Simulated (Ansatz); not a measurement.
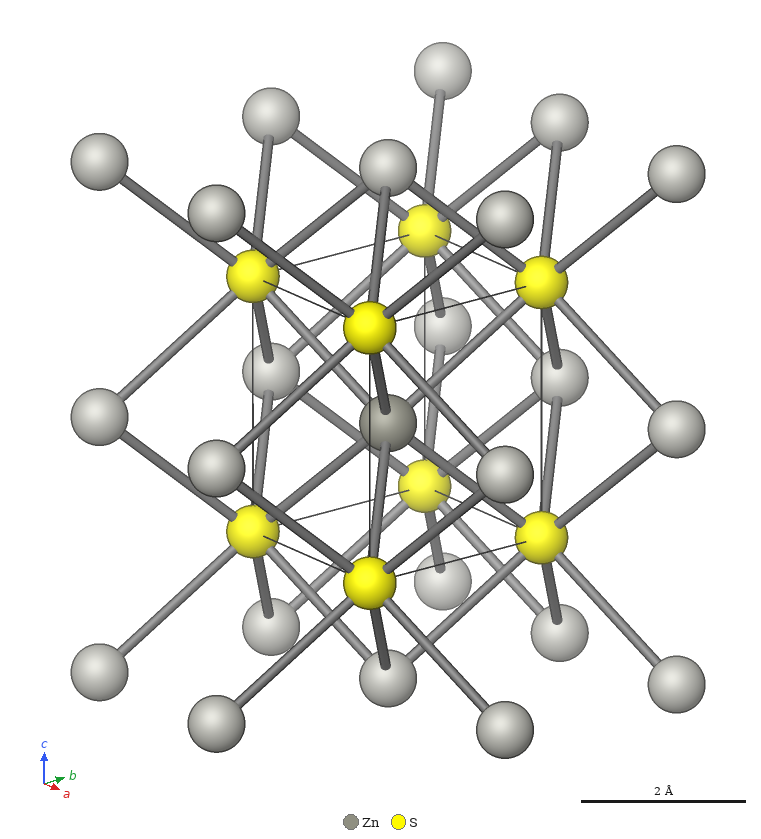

Drawn in the ball-and-stick manner and seen slightly off an axis. Atoms at the boundary of the conventional unit cell (the box) are drawn once for each face, edge or corner they touch. Atoms of adjacent cells appear where they bond to atoms in the box, in fainter colours. Cell: a = 3.55 Å, b = 3.55 Å, c = 3.18 Å, α = 90.00°, β = 90.00°, γ = 120.00°.

Its origin is a structure type filled with these elements by a generator (whether the compound takes this form wasn't checked). Earlier steps of the study may have refined or changed the cell and positions. It was the input of a calculation with Ansatz.

### Describe the arrangement of the atoms.

The compound is ZnS. The symmetry is that of P-6m2 (No. 187), on a primitive hexagonal lattice. Prototype: tungsten carbide (WC) type. It has 2 atoms to the cell (1 Zn, 1 S). The Zn atoms are each bonded to six S in a distorted trigonal prismatic arrangement at about 2.6 Å. Each S atom is coordinated by six Zn in a distorted trigonal prismatic arrangement at about 2.6 Å. The bonds build a three-dimensional framework.

Electronic-structure method: DFT PBE, scalar-relativistic, plane waves, PAW (Ansatz 0.2.0). Parameters: plane waves up to 420 eV, Brillouin-zone sampling on an 18×18×18 mesh, Gaussian smearing of 0.1 eV, no spin polarisation.

### What does the calculation say: metal or gapped?

A metal: bands cross the Fermi level.

### What net charge does each kind of atom have (Bader)?

Zn +0.90 e; S -0.90 e.

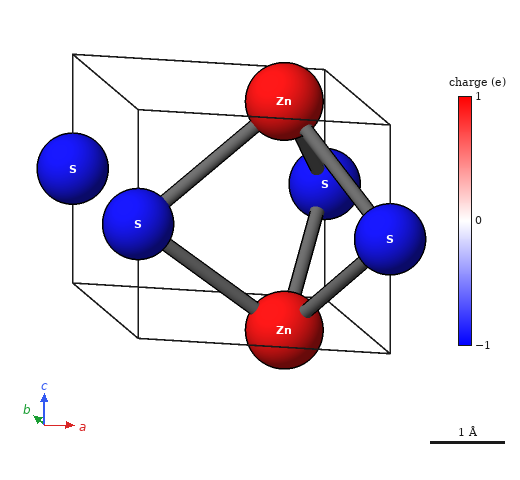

The atoms coloured by those charges. The run's cell of 2 atoms is drawn, so axes and origin can differ from the first picture.

### Does the calculation find this structure at rest?

Yes. All forces vanish to within 0.01 eV/Å. The pressure is 0.0 GPa, close to zero.
